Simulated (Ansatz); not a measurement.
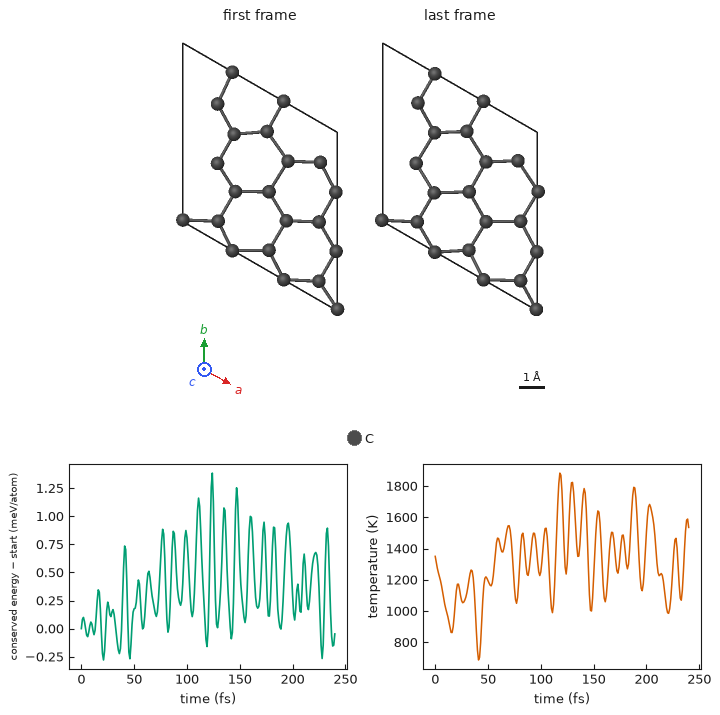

Molecular dynamics of a slab of graphene monolayer (18 atoms in the cell), 240 fs long. It starts from the last geometry of an earlier run, with fresh velocities. The picture is a ball-and-stick view of the simulation cell, with the vacuum cut short, seen along the c axis. Bonds to atoms that aren't drawn are left out.

The calculation used DFT PBEsol, scalar-relativistic, plane waves, PAW in Ansatz 0.2.0. Settings: plane-wave cutoff 420 eV; k-point mesh 2 × 2 × 1; Fermi-Dirac smearing 0.05 eV; low-accuracy preset; Nosé-Hoover thermostat (NVT); set temperature 1350 K; time step 1 fs; thermostat time 50.0 fs.

Input file:
```yaml
accuracy: low
crystal:
  lattice:
    - [7.398, 0.0, 0.0]
    - [-3.699, 6.406856, 0.0]
    - [0.0, 0.0, 13.0]
  atoms:
    - { symbol: C, position: [0.00242159, 0.00938524, 0.08055199] }
    - { symbol: C, position: [0.23051395, 0.11689175, 0.07864476] }
    - { symbol: C, position: [-0.00659851, 0.32916866, 0.07616183] }
    - { symbol: C, position: [0.22608246, 0.43811558, 0.07180167] }
    - { symbol: C, position: [-0.00833109, 0.66013699, 0.08179742] }
    - { symbol: C, position: [0.22658926, 0.77154579, 0.07721525] }
    - { symbol: C, position: [0.32226145, -0.0026095, 0.07627375] }
    - { symbol: C, position: [0.55921486, 0.1181077, 0.07743933] }
    - { symbol: C, position: [0.34172867, 0.33853446, 0.06636588] }
    - { symbol: C, position: [0.55947159, 0.44611072, 0.07059841] }
    - { symbol: C, position: [0.33336183, 0.65520603, 0.07665613] }
    - { symbol: C, position: [0.54689493, 0.77749079, 0.0778647] }
    - { symbol: C, position: [0.65457544, 0.00095509, 0.07797568] }
    - { symbol: C, position: [0.88219652, 0.10627181, 0.07762265] }
    - { symbol: C, position: [0.67163509, 0.33964741, 0.07099242] }
    - { symbol: C, position: [0.88356578, 0.43887238, 0.08116432] }
    - { symbol: C, position: [0.68236968, 0.67912565, 0.0861602] }
    - { symbol: C, position: [0.89204649, 0.77704336, 0.07932941] }
basis:
  ecutwfc: 420.0
kpoints:
  mp_grid: { grid: [2, 2, 1] }
hamiltonian:
  xc: pbesol
scf:
  occupations: { method: fermi_dirac, width: 0.05 }
  lower_state_search: "off"
md:
  timestep: 1
  n_steps: 240
  ensemble: nvt_nose_hoover
  temperature: 1350.0
  initial_velocities: maxwell_boltzmann
  seed: 913648
  nose_hoover: { tau: 50.0, chain_length: 5 }
```

Command:
```bash
ansatz run input.yaml --threads 1 --pin off --max-ram 3072MiB --backend cpu --events-out ev --progress --plain --runs-dir out
```

Check the integration.

The conserved quantity stays between −0.28 and 1.4 meV per atom of its start. A straight-line fit has a slope that amounts to +0.35 meV per atom over 240 fs (0.2 % of the mean kinetic energy), and the ripple about it is 1.2 % of the kinetic energy's fluctuation. With a drift under 2 % and a ripple under 7 %, the integration is accurate. The mean temperature in the second half is 1395 K (standard deviation 219 K). The potential energy in the second half lies on average 77.2 meV per atom above the first frame.

Limits of the set-up: the program's low-accuracy preset was used.

The run took about 10 core-minutes on a shared host.
